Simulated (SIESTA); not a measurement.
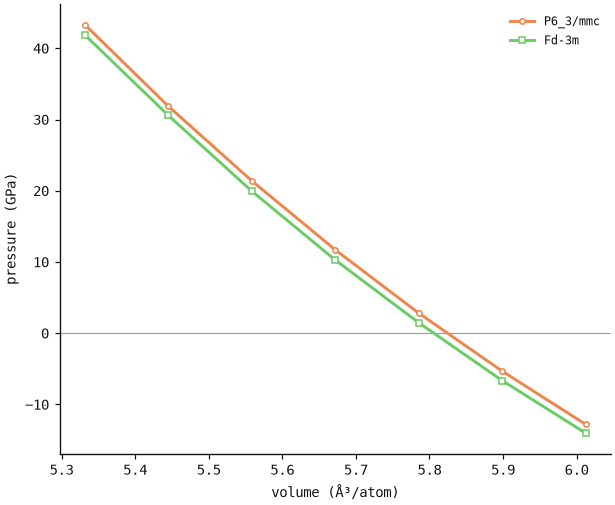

The picture above shows the pressure against volume, with one curve for each structure, for C.

Calculation (SIESTA 5.4.2): DFT in numerical atomic orbitals with pseudopotentials, no spin polarisation; energies at scaled volumes of the given cell, shape and fractions fixed, counted from the fit's minimum, third-order Birch-Murnaghan fit. Level: PBE.

- occupations: Fermi–Dirac
- smearing width: 0.05 eV
- potentials: PseudoDojo 0.4 standard, converted to PSML, two zetas on semicore shells

Settings that differ: P6_3/mmc: k mesh 12×12×7; Fd-3m: k mesh 13×13×13.

Give the values behind the plot as a table.

P6_3/mmc:
```tsv
volume (Å³/atom)	pressure (GPa)
5.3318	43.31
5.4452	31.86
5.5587	21.38
5.6721	11.70
5.7856	2.80
5.8990	-5.34
6.0124	-12.81
```

Fd-3m:
```tsv
volume (Å³/atom)	pressure (GPa)
5.3315	41.89
5.4450	30.59
5.5584	19.96
5.6718	10.29
5.7853	1.48
5.8987	-6.64
6.0122	-14.03
```

Caveats: mulliken charges of long orbitals; shape and atomic fractions are frozen while scaling, which makes layered, chain and framework solids too stiff.
